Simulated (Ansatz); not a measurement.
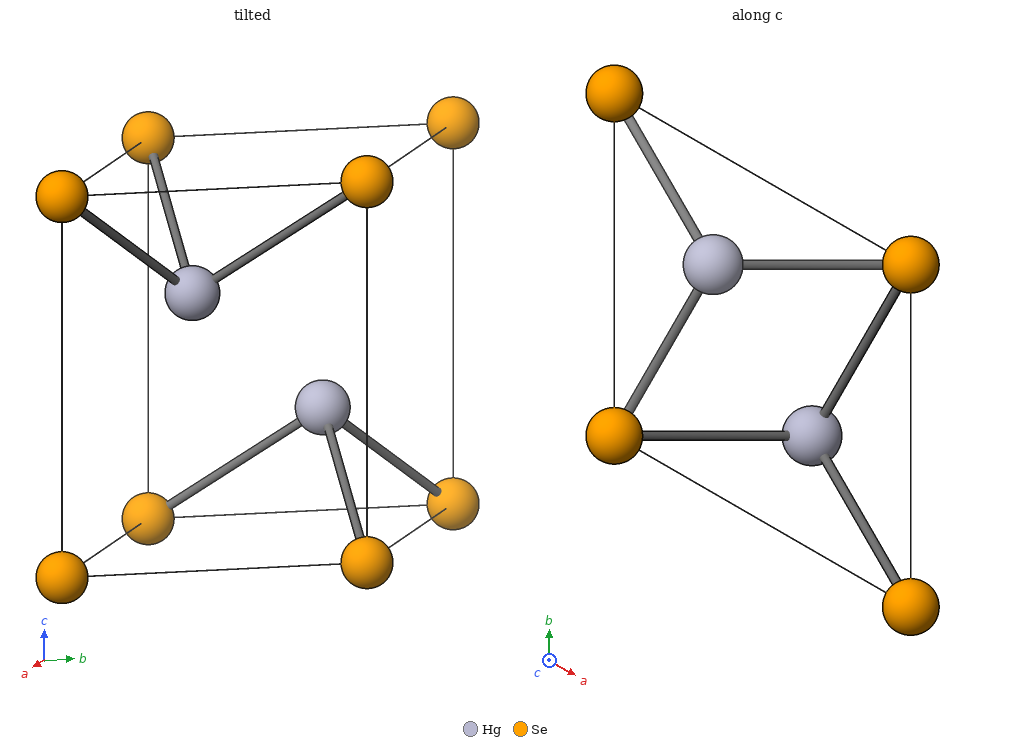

A ball-and-stick rendering, viewed slightly off an axis and along the c axis. Lines trace the edges of the conventional unit cell. Cell: a = 4.15 Å, b = 4.15 Å, c = 5.13 Å, α = 90.00°, β = 90.00°, γ = 120.00°.

Its origin is a structure type filled with these elements by a generator (whether the compound takes this form wasn't checked). Earlier steps of the study may have refined or changed the cell and positions. Ansatz was used for an electronic-structure calculation on it.

What can be read from this drawing?

Answer. Its composition is Hg2Se. The space group is P-3m1 (No. 164); the lattice is primitive hexagonal. One cell contains 2 Hg, 1 Se, 3 atoms in all. Each Hg has three Se in a trigonal pyramidal arrangement at about 2.9 Å. Around each Se lie six Hg in an octahedral arrangement at about 2.9 Å. The bonds build Hg2Se layers parallel to (001).

The numbers come from DFT PBE, scalar-relativistic, plane waves, PAW (Ansatz), using plane-wave cutoff 420 eV, 12×12×10 k-mesh, Gaussian smearing of 0.1 eV, no spin polarisation.

What does the calculation say: metal or gapped?

Answer. A metal: bands cross the Fermi level.

State the Bader charges by element.

Answer. Hg +0.20 e; Se -0.39 e.

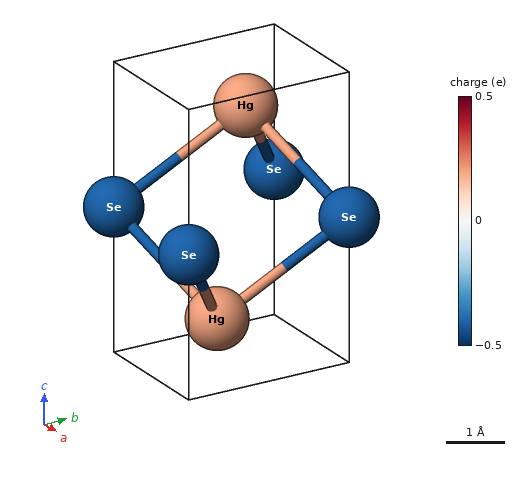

The atoms coloured by those charges. The run's cell of 3 atoms is drawn, so axes and origin can differ from the first picture.

Does this geometry sit at a stationary point of the energy?

Answer. Yes. All forces vanish to within 0.01 eV/Å. The pressure is 0.0 GPa, close to zero.
